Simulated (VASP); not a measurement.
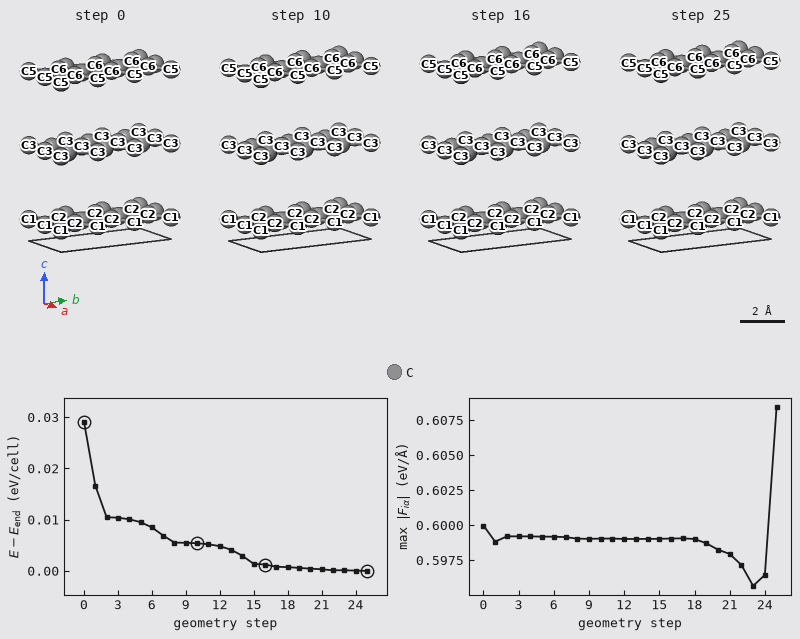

Frames of a relaxation of a slab of composition C, marked on the history of the run. The picture is a ball-and-stick view of the 2 × 3 repeat of the cell, outlined in the plane, without the vacuum, seen slightly off an axis.

The run lets the atoms move in a fixed cell. 2 atoms are held fixed.

Method: Kohn-Sham DFT of a periodic cell, BEEF-vdW, VASP PAW PBE potentials, recommended in VASP 6.6.1.

Input file:
```
SYSTEM = C
PREC = Accurate
ENCUT = 520
EDIFF = 1E-7
ISMEAR = 0
SIGMA = 0.05
LREAL = .False.
LASPH = .True.
NELM = 100
ALGO = Normal
ISIF = 2
LWAVE = .False.
LCHARG = .False.
LDIPOL = .True.
IDIPOL = 3
DIPOL = 0.5 0.5 0.500
GGA = BF
LUSE_VDW = .True.
ZAB_VDW = -1.8867
IBRION = 2
NSW = 60
EDIFFG = -0.01
```

Command:
```bash
cat potpaw_PBE.64/C/POTCAR > POTCAR
mpirun -np 1 vasp_std > vasp.out
```

What happens along the run?

Answer. The run was cut off at its time limit before the relaxation converged, so the last structure is only a point on the way. The atom that moves furthest is a C atom (0.40 Å along the normal (+c)). The lattice vectors keep their values. Over 25 geometry steps the energy falls by 29.1 meV per cell of the calculation. Largest force component: 0.6 eV/Å at the start, 0.61 eV/Å at the end. It ran on 1 thread of Intel(R) Xeon(R) Platinum 8259CL CPU @ 2.50GHz (Skylake/Cascade Lake), with other jobs on the host. From step 0 to 10: a C atom moves most (0.16 Å), energy −23.7 meV per cell of the calculation. From step 10 to 16: a C atom moves most (0.19 Å), energy −4.1 meV per cell of the calculation. From step 16 to 25: a C atom moves most (0.06 Å), energy −1.3 meV per cell of the calculation.

| step | E − E(0), meV/atom | largest force component, eV/Å |
| --- | --- | --- |
| 0 | 0.00 | 0.6000 |
| 1 | -2.08 | 0.5988 |
| 2 | -3.11 | 0.5992 |
| 3 | -3.13 | 0.5992 |
| 4 | -3.18 | 0.5992 |
| 5 | -3.27 | 0.5992 |
| 6 | -3.44 | 0.5992 |
| 7 | -3.70 | 0.5992 |
| 8 | -3.94 | 0.5990 |
| 9 | -3.94 | 0.5990 |
| 10 | -3.96 | 0.5991 |
| 11 | -3.99 | 0.5990 |
| 12 | -4.05 | 0.5990 |
| 13 | -4.17 | 0.5990 |
| 14 | -4.36 | 0.5990 |
| 15 | -4.63 | 0.5990 |
| 16 | -4.65 | 0.5991 |
| 17 | -4.72 | 0.5991 |
| 18 | -4.73 | 0.5990 |
| 19 | -4.76 | 0.5987 |
| 20 | -4.78 | 0.5983 |
| 21 | -4.80 | 0.5980 |
| 22 | -4.84 | 0.5972 |
| 23 | -4.83 | 0.5957 |
| 24 | -4.85 | 0.5965 |
| 25 | -4.86 | 0.6085 |
